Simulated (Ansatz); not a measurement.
GdN: single-point calculation (part 1 of 3)

System: GdN (2 atoms in the cell).
Method: DFT PBE+U, spin-orbit coupling, plane waves, PAW, Ueff = 2 eV on Gd atom 1 f (Ansatz 0.2.0).

The structure was built on a prototype by a generator; it need not be a known phase. It belongs to a series of runs on one base structure; here: random orbitals: harmonics, low filling. Figures and captions count atoms from 1; the log counts them from 0 in places.

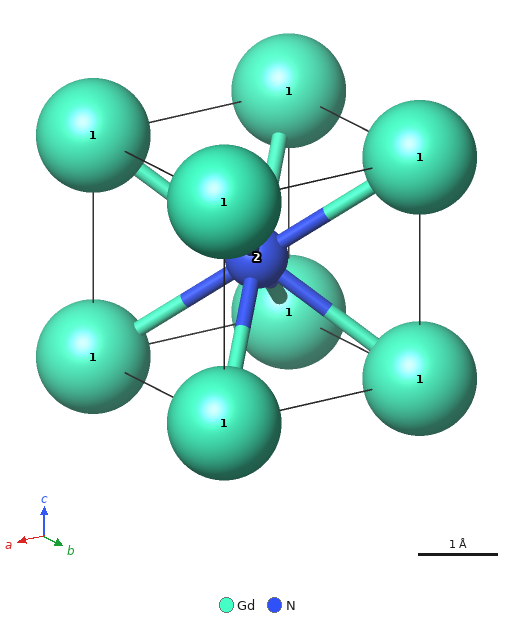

Figure 1. The structure as given in the input (ball-and-stick view of the cell of the calculation, seen at an oblique angle; atoms are numbered from 1 in the order of the input). An atom can appear more than once, as a periodic image. Near neighbours in the periodic cell (some may lie outside the picture): Gd has 8 N at 2.59 Å; N has 8 Gd at 2.59 Å.

**Summary**

```csv
quantity,value
outcome,converged
space group (tolerance 0.01 Å),Pm-3m (221)
electrons treated,23
free energy,−9727.6601 eV
Fermi energy,17.552 eV
gap on the k-point mesh,none (metallic)
net moment of the cell,6.93 μB
integrated absolute moment,7.16 μB
pressure,7.01 GPa
largest force (length of the vector),under 0.001 eV/Å
hardware,"2 threads of Arm Neoverse V2, 112 GiB of memory available, shared host"
wall time,41 s (CPU time 80 s)
peak memory,0.56 GiB
```

Warnings of the run: the typed occupations were not kept; the SCF threshold is looser than advised for the printed stress; the occupation matrices lower the symmetry. The cell is under a pressure of 7.0 GPa at this level, so it is not at its equilibrium volume.

**Input**
```yaml
crystal:
  lattice:
    - [2.99355465, 0.0, 0.0]
    - [0.0, 2.99355465, 0.0]
    - [0.0, 0.0, 2.99355465]
  atoms:
    - { symbol: Gd, position: [0.0, 0.0, 0.0], spin: 5.0, spin_axis: [1.0, 0.0, 0.0] }
    - { symbol: "N", position: [0.5, 0.5, 0.5] }
basis:
  ecutwfc: 420
  ecutrho_ratio: 4
kpoints:
  mp_grid: { grid: [6, 6, 6] }
hamiltonian:
  xc: pbe
  hubbard:
    sites:
      - { site: 0, l: f, u_eff: 2.0, starting_ns: [{ occupation_matrix: s0 }] }
    occupation_matrices:
      s0:
        spinor_matrix:
          - [[0.02, 0.0], [0.0, 0.0], [0.0, 0.0], [0.0, 0.0], [0.0, 0.0], [0.0, 0.0], [0.0, 0.0], [0.0, 0.0], [0.0, 0.0], [0.0, 0.0], [0.0, 0.0], [0.0, 0.0], [0.0, 0.0], [0.0, 0.0]]
          - [[0.0, 0.0], [0.495, 0.0], [0.0, 0.0], [0.0, 0.0], [0.0, 0.0], [0.0, 0.0], [0.0, 0.0], [0.0, 0.0], [0.475, 0.0], [0.0, 0.0], [0.0, 0.0], [0.0, 0.0], [0.0, 0.0], [0.0, 0.0]]
          - [[0.0, 0.0], [0.0, 0.0], [0.495, 0.0], [0.0, 0.0], [0.0, 0.0], [0.0, 0.0], [0.0, 0.0], [0.0, 0.0], [0.0, 0.0], [0.475, 0.0], [0.0, 0.0], [0.0, 0.0], [0.0, 0.0], [0.0, 0.0]]
          - [[0.0, 0.0], [0.0, 0.0], [0.0, 0.0], [0.97, 0.0], [0.0, 0.0], [0.0, 0.0], [0.0, 0.0], [0.0, 0.0], [0.0, 0.0], [0.0, 0.0], [0.0, 0.0], [0.0, 0.0], [0.0, 0.0], [0.0, 0.0]]
          - [[0.0, 0.0], [0.0, 0.0], [0.0, 0.0], [0.0, 0.0], [0.495, 0.0], [0.0, 0.0], [0.0, 0.0], [0.0, 0.0], [0.0, 0.0], [0.0, 0.0], [0.0, 0.0], [0.475, 0.0], [0.0, 0.0], [0.0, 0.0]]
          - [[0.0, 0.0], [0.0, 0.0], [0.0, 0.0], [0.0, 0.0], [0.0, 0.0], [0.495, 0.0], [0.0, 0.0], [0.0, 0.0], [0.0, 0.0], [0.0, 0.0], [0.0, 0.0], [0.0, 0.0], [0.475, 0.0], [0.0, 0.0]]
          - [[0.0, 0.0], [0.0, 0.0], [0.0, 0.0], [0.0, 0.0], [0.0, 0.0], [0.0, 0.0], [0.495, 0.0], [0.0, 0.0], [0.0, 0.0], [0.0, 0.0], [0.0, 0.0], [0.0, 0.0], [0.0, 0.0], [0.475, 0.0]]
          - [[0.0, 0.0], [0.0, 0.0], [0.0, 0.0], [0.0, 0.0], [0.0, 0.0], [0.0, 0.0], [0.0, 0.0], [0.02, 0.0], [0.0, 0.0], [0.0, 0.0], [0.0, 0.0], [0.0, 0.0], [0.0, 0.0], [0.0, 0.0]]
          - [[0.0, 0.0], [0.475, 0.0], [0.0, 0.0], [0.0, 0.0], [0.0, 0.0], [0.0, 0.0], [0.0, 0.0], [0.0, 0.0], [0.495, 0.0], [0.0, 0.0], [0.0, 0.0], [0.0, 0.0], [0.0, 0.0], [0.0, 0.0]]
          - [[0.0, 0.0], [0.0, 0.0], [0.475, 0.0], [0.0, 0.0], [0.0, 0.0], [0.0, 0.0], [0.0, 0.0], [0.0, 0.0], [0.0, 0.0], [0.495, 0.0], [0.0, 0.0], [0.0, 0.0], [0.0, 0.0], [0.0, 0.0]]
          - [[0.0, 0.0], [0.0, 0.0], [0.0, 0.0], [0.0, 0.0], [0.0, 0.0], [0.0, 0.0], [0.0, 0.0], [0.0, 0.0], [0.0, 0.0], [0.0, 0.0], [0.97, 0.0], [0.0, 0.0], [0.0, 0.0], [0.0, 0.0]]
          - [[0.0, 0.0], [0.0, 0.0], [0.0, 0.0], [0.0, 0.0], [0.475, 0.0], [0.0, 0.0], [0.0, 0.0], [0.0, 0.0], [0.0, 0.0], [0.0, 0.0], [0.0, 0.0], [0.495, 0.0], [0.0, 0.0], [0.0, 0.0]]
          - [[0.0, 0.0], [0.0, 0.0], [0.0, 0.0], [0.0, 0.0], [0.0, 0.0], [0.475, 0.0], [0.0, 0.0], [0.0, 0.0], [0.0, 0.0], [0.0, 0.0], [0.0, 0.0], [0.0, 0.0], [0.495, 0.0], [0.0, 0.0]]
          - [[0.0, 0.0], [0.0, 0.0], [0.0, 0.0], [0.0, 0.0], [0.0, 0.0], [0.0, 0.0], [0.475, 0.0], [0.0, 0.0], [0.0, 0.0], [0.0, 0.0], [0.0, 0.0], [0.0, 0.0], [0.0, 0.0], [0.495, 0.0]]
    ns_hold: { iters: 12 }
scf:
  occupations: { method: gaussian, width: 0.05 }
  lower_state_search: "off"
  max_iter: 150
output:
  forces: true
  stress: true
  eigenvalues: true
  populations: true
  hubbard: { sites: [{ site: 0, l: f }] }
magnetization:
  noncollinear: true
  spin_orbit: true
```

Command:
```bash
ansatz run input.yaml --threads 2 --pin off --max-ram 3072MiB --backend cpu --events-out ev --progress --plain --runs-dir out
```

**The program's output**
```
Warning: crystal.symmetry: narrowed to the stabiliser of the occupation matrices — unitary ops 8 → 4, anti-unitary 8 → 4; lowered by the specified shell (site 0, l: f); largest admitted image defect 2.2e-16, smallest excluded 4.8e-1 — at a splitting's scale: the group the occupation matrices' own texture admits
Warning: output.stress: scf.convergence.dr2_threshold = 1e-7 eV (the SCF's general default) is looser than the 2e-10 eV advised for a printed stress (1e-10 eV for each atom of the cell: 2). What an SCF threshold leaves in a stress goes as its square root, and in the free energy as the threshold itself, and one threshold admits the most on a small cell: of the crystals measured, under no hybrid functional and no lock of the moments, on runs that ended without the residual-converged pass, on stresses that held no estimate of that error, the worst erred by over 100 MPa in a component at 1e-7 eV an atom and by under 5 at 1e-10. Set scf.convergence.dr2_threshold to 2e-10 eV or tighter. The threshold is an SCF's pass mark: one that does not reach it within its budget of iterations ends unconverged, or closes short of it on a stop that the run arms, and scf.convergence.dr2_threshold's page says what that costs each kind of run
Gd: projections on atomic orbitals take those of the free atom [Kr 4d10] 4f7 5s2 5p6 5d1 6s2, of charge +0.00 (hamiltonian.pseudopotentials.projection_atoms); the dataset's partial waves leave at most 3.2e-4 of an orbital's norm unspanned inside its sphere
N: projections on atomic orbitals take those of the free atom [He] 2s2 2p3, of charge +0.00 (hamiltonian.pseudopotentials.projection_atoms); the dataset's partial waves leave at most 3.0e-12 of an orbital's norm unspanned inside its sphere
band count auto-derived: 36, from the close of a first SCF at 32 (N_el = 23.0; filled up to band 23; 32 by the electrons, moments and atoms)
Engine: ansatz 0.2.0, aarch64-unknown-linux-gnu
Pseudopotentials: kind: paw_fr
Pseudopotential: Gd, paw_fr, valence charge 18, recommended cutoff 420 eV (normal), Gd.paw.azcp#standard-fr
Pseudopotential: N, paw_fr, valence charge 5, recommended cutoff 420 eV (normal), N.paw.azcp#standard-fr
Functional definition: PBE
  parameter kappa = 0.804
  parameter beta = 0.06672455060314922
  exchange = pbe_x(kappa = kappa, mu = beta*pi^2/3)
  correlation = pbe_c(beta = beta)
Crystal: 2 atoms, lattice volume = 26.826 Å³
Basis set: ecut = 420 eV, 515 PW (Γ), exchange–correlation on 48×48×48 points (8 copies of the dense FFT grid, shifted against one another)
Bands: 32, of which v1, the nominal top of the filled ones, is band 23 counted from 1 (22 counted from 0)
Symmetry: 4 space group operations + 4 with time reversal
k-points: 64 of 216 (time reversal used)
Projection manifold: j_resolved (fully-relativistic pseudo-atomic orbitals)
Non-local potential: Gd, projectors of the file, l = 0: 3, l = 1: 4, l = 2: 4, l = 3: 6
Non-local potential: N, projectors of the file, l = 0: 2, l = 1: 4, l = 2: 2
PAW form: soft (Blöchl's): semilocal exchange-correlation on the pseudo side does not see the compensation charge
PAW one-centre angular grid: Gd, 590 points (default); XC on 64 Gauss nodes
PAW one-centre angular grid: N, 110 points (default); XC on 64 Gauss nodes
Initial density: superposition of atomic densities (chi_scale 0.1, normalization cell, long waves kept (reshape's long-wave potential 0.00 eV rms))
Starting moments: Σ|m| = 5 μB on 1 of 2 sites
Initial wavefunctions: pseudopotential atomic-orbital guess
Functional: x = pbe(κ = 0.804, μ = 0.2195149727645171), c = pbe(β = 0.06672455060314922)
iter 1 solved again at ethr=1.82e-3 eV; its pass at ethr=3.10e-3 eV (dr2=4.19e-1 eV) is discarded
```
